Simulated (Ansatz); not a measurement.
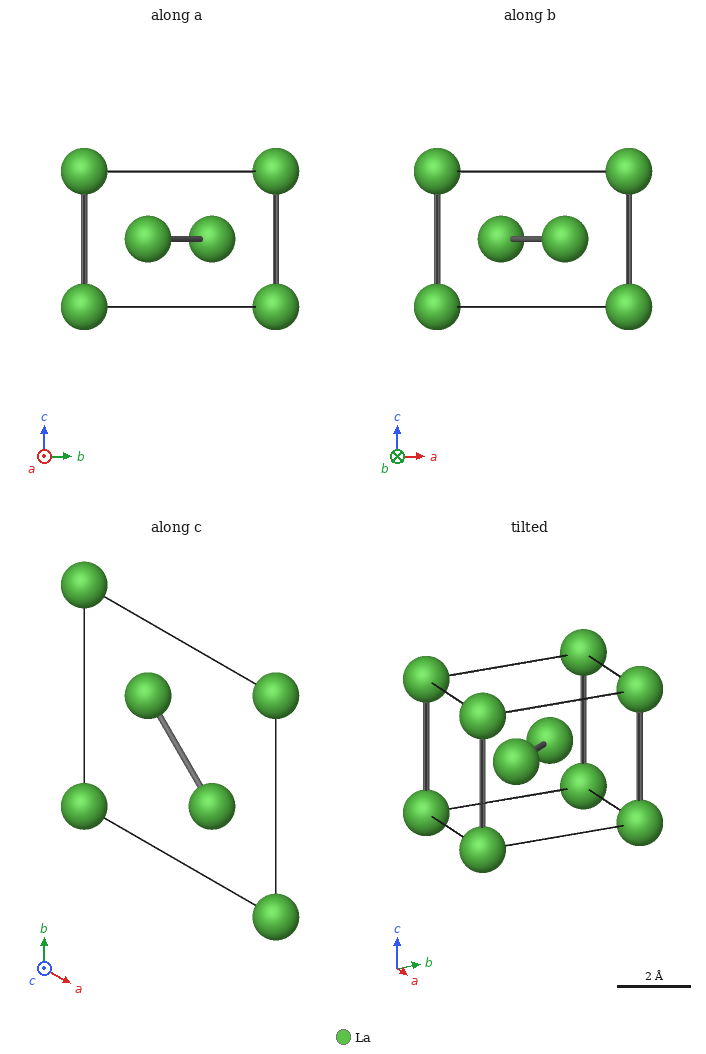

The image is a ball-and-stick drawing of a crystal, viewed along the a axis, along the b axis, along the c axis and slightly off an axis. One conventional unit cell is framed, with atoms on its boundary repeated.

Lattice parameters: a = 6.101 Å, b = 6.101 Å, c = 3.739 Å, α = 90.00°, β = 90.00°, γ = 120.00°.

> From the views, write a table of Wyckoff sites.

Space group P6/mmm (No. 191).
| atom | site | x | y | z |
| --- | --- | --- | --- | --- |
| La | 1a | 0.0000 | 0.0000 | 0.0000 |
| La | 2d | 0.3333 | 0.6667 | 0.5000 |

Origin of the cell: a structure type filled with this element by a generator (whether the element takes this form wasn't checked). Earlier steps of the study may have refined or changed the cell and positions. It went into a calculation with Ansatz.
